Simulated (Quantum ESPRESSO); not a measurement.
# SiC (Moissanite 3C): the LO frequency by hand

Aim: work out the LO frequency and the static dielectric constant of SiC (Moissanite 3C) from one linear-response run, then check them.

Main program and level: Quantum ESPRESSO 7.5; DFT LDA, scalar-relativistic, plane waves, GBRV ultrasoft pseudopotentials.

## Step 1: The relaxed structure

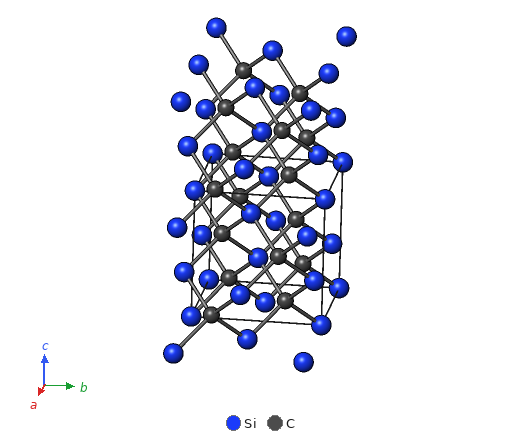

Start, viewed slightly off an axis; silicon blue, carbon dark grey. 2×1×2 cells are drawn. This picture shows the conventional cell, with its axes. Bonds to atoms that aren't drawn are left out. Some periodic images of atoms are drawn too.

Coordinates:

```cif
data_structure
_symmetry_space_group_name_H-M 'F-43m'
_symmetry_Int_Tables_number 216
_cell_length_a 4.3283
_cell_length_b 4.3283
_cell_length_c 4.3283
_cell_angle_alpha 90.000
_cell_angle_beta 90.000
_cell_angle_gamma 90.000
_cell_volume 81.09
loop_
_atom_site_label
_atom_site_type_symbol
_atom_site_symmetry_multiplicity
_atom_site_Wyckoff_symbol
_atom_site_fract_x
_atom_site_fract_y
_atom_site_fract_z
_atom_site_occupancy
Si1 Si 4 a 0.00000 0.00000 0.00000 1
C1 C 4 d 0.25000 0.25000 0.75000 1
```

This is the cell after its relaxation at this level of theory, not the database cell from which that began.

## Step 2: What the response run gave

A linear-response run on the relaxed cell, with the response to an electric field; only its zone-centre results are used. Cutoff 55 Ry, k mesh 12×12×12.

Log:

```text
[banners, grids, parts of the stress and lines that vanish by symmetry left out]
Program PHONON v.7.5
     Reading xml data from directory:

[...]
Exchange-correlation= PZ
                           (   1   1   0   0   0   0   0)
[...]
kinetic-energy cut-off    =      55.0000  Ry
     charge density cut-off    =     440.0000  Ry
     convergence threshold     =      1.0E-18
[...]
Exchange-correlation= PZ
                           (   1   1   0   0   0   0   0)
[...]
q = (   0.0000000   0.0000000   0.0000000 )
     25 Sym.Ops. (with q -> -q+G )
     G cutoff =  745.6313  (  21331 G-vectors)     FFT grid: ( 40, 40, 40)
     G cutoff =  372.8156  (   7631 G-vectors)  smooth grid: ( 27, 27, 27)
     number of k points=    72
[...]
Mode symmetry, T_d (-43m)  point group:
[...]
Dielectric constant
[...]
End of electric fields calculation
          Dielectric constant in cartesian axis
          (       6.924532648       0.000000000       0.000000000 )
          (       0.000000000       6.924532648       0.000000000 )
          (       0.000000000       0.000000000       6.924532648 )
          Effective charges (d Force / dE) in cartesian axis without acoustic sum rule applied (asr)
           atom    1  Si    Mean Z*:        2.73005
      Ex  (        2.73005        0.00000       -0.00000 )
      Ey  (        0.00000        2.73005       -0.00000 )
      Ez  (       -0.00000       -0.00000        2.73005 )
           atom    2  C     Mean Z*:       -2.73162
      Ex  (       -2.73162        0.00000        0.00000 )
      Ey  (        0.00000       -2.73162        0.00000 )
      Ez  (        0.00000        0.00000       -2.73162 )
          Effective charges Sum: Mean:       -0.00156
[...]
Effective charges (d Force / dE) in cartesian axis with asr applied:
           atom    1  Si    Mean Z*:        2.73084
[...]
atom    2  C     Mean Z*:       -2.73084
[...]
Representation #   1 modes #   1   2   3
[...]
End of self-consistent calculation
     Convergence has been achieved
     Representation #   2 modes #   4   5   6
[...]
End of self-consistent calculation
     Convergence has been achieved
[...]
Dielectric constant in cartesian axis
          (       6.924532648       0.000000000       0.000000000 )
          (       0.000000000       6.924532648       0.000000000 )
          (       0.000000000       0.000000000       6.924532648 )
          Effective charges (d Force / dE) in cartesian axis without acoustic sum rule applied (asr)
           atom    1  Si    Mean Z*:        2.73005
      Ex  (        2.73005        0.00000       -0.00000 )
      Ey  (        0.00000        2.73005       -0.00000 )
      Ez  (       -0.00000       -0.00000        2.73005 )
           atom    2  C     Mean Z*:       -2.73162
      Ex  (       -2.73162        0.00000        0.00000 )
      Ey  (        0.00000       -2.73162        0.00000 )
      Ez  (        0.00000        0.00000       -2.73162 )
          Effective charges Sum: Mean:       -0.00156
[...]
Effective charges (d Force / dE) in cartesian axis with asr applied:
           atom    1  Si    Mean Z*:        2.73084
[...]
atom    2  C     Mean Z*:       -2.73084
[...]
q = (    0.000000000   0.000000000   0.000000000 )
[...]
freq (    1) =      -0.231784 [THz] =      -7.731488 [cm-1]
     freq (    2) =      -0.231784 [THz] =      -7.731488 [cm-1]
     freq (    3) =      -0.231784 [THz] =      -7.731488 [cm-1]
     freq (    4) =      23.934930 [THz] =     798.383342 [cm-1]
     freq (    5) =      23.934930 [THz] =     798.383342 [cm-1]
     freq (    6) =      23.934930 [THz] =     798.383342 [cm-1]
[...]
Mode symmetry, T_d (-43m)  point group:
     freq (   1-   3) =         -7.7  [cm-1]   --> T_2  G_15 P_4   I+R
     freq (   4-   6) =        798.4  [cm-1]   --> T_2  G_15 P_4   I+R

   JOB DONE.
```

```csv
quantity,value
cell volume Ω (Å³),20.272
mass of Si (u),28.085
mass of C (u),12.011
"Born charge of Si, raw (e)",2.730
"Born charge of C, raw (e)",-2.732
ε∞,6.925
ω(TO) after the sum rule (cm⁻¹),798.4
```

## Step 3: The calculation

The charges must sum to zero over the cell; taking off their mean, -0.001 e, leaves Z* = 2.731 e on Si. In the polar mode Si moves against C, so the reduced mass is μ = 28.09 × 12.01 / 40.10 = 8.413 u.

A longitudinal wave builds up a field that adds to the restoring force: ω(LO)² = ω(TO)² + 4π Z*² / (μ Ω ε∞), in Hartree atomic units. With μ = 15336 electron masses and Ω = 136.80 bohr³ the second term is 6.4506e-06 Ha², or 310721 cm⁻² (1 Ha = 219474.6 cm⁻¹).

So ω(LO) = √(637474 + 310721) = 973.8 cm⁻¹, and by the Lyddane-Sachs-Teller relation ε₀ = ε∞ (ω(LO)/ω(TO))² = 10.30.

## Step 4: Check against the program

The analysis program adds the same non-analytic term to the full matrix, here for q along (1 0 0).

Log:

```text
[banner, memory and clock lines left out]
Program DYNMAT v.7.5

     Reading Dynamical Matrix from file g.dyn
     ...Force constants read
     ...epsilon and Z* read

     Polarizability (A^3 units)
     multiply by 0.336152 for Clausius-Mossotti correction
         9.557282    0.000000    0.000000
         0.000000    9.557282    0.000000
         0.000000    0.000000    9.557282

     IR activities are in (D/A)^2/amu units

# mode   [cm-1]    [THz]      IR
    1     -0.00   -0.0000    0.0000
    2      0.00    0.0000    0.0000
    3      0.00    0.0000    0.0000
    4    798.42   23.9362   20.4507
    5    798.42   23.9362   20.4507
    6    973.76   29.1926   20.4507
```

ε₀ comes from the program's run without a direction of q.

| quantity | by hand | program |
| --- | --- | --- |
| ω(LO) (cm⁻¹) | 973.8 | 973.8 |
| ε₀ | 10.30 | 10.30 |

## Step 5: Outcome

| Quantity | Value |
| --- | --- |
| TO mode | 798.4 cm⁻¹ |
| LO mode | 973.8 cm⁻¹ |
| static dielectric constant | 10.30 |

What this shows: The LO mode of SiC (Moissanite 3C) lies at 974 cm⁻¹, 175 cm⁻¹ above the TO mode; the formula meets the program within 0.1 cm⁻¹, as it must for a cubic crystal with one polar mode. ω(LO)² − ω(TO)² goes with Z*²/ε∞: an error of 5 % in ε∞ would move the LO mode by 7.6 cm⁻¹, and semilocal functionals tend to overestimate ε∞. These are harmonic values at zero temperature, at the volume of this functional, for the structure held cubic; stability elsewhere in the zone is no part of this calculation.

[Host names and launcher messages were left out of these logs when they were recorded.]

[Logs are printed without paths, hosts, clocks, repeated set-up lines and the standing remarks that a program may print on its own settings, such as how far it seeks lower states.]

[Hosts, paths, dates, database ids (printed as entryN), source tags and the programs' standing remarks are cut or masked in the printed files.]
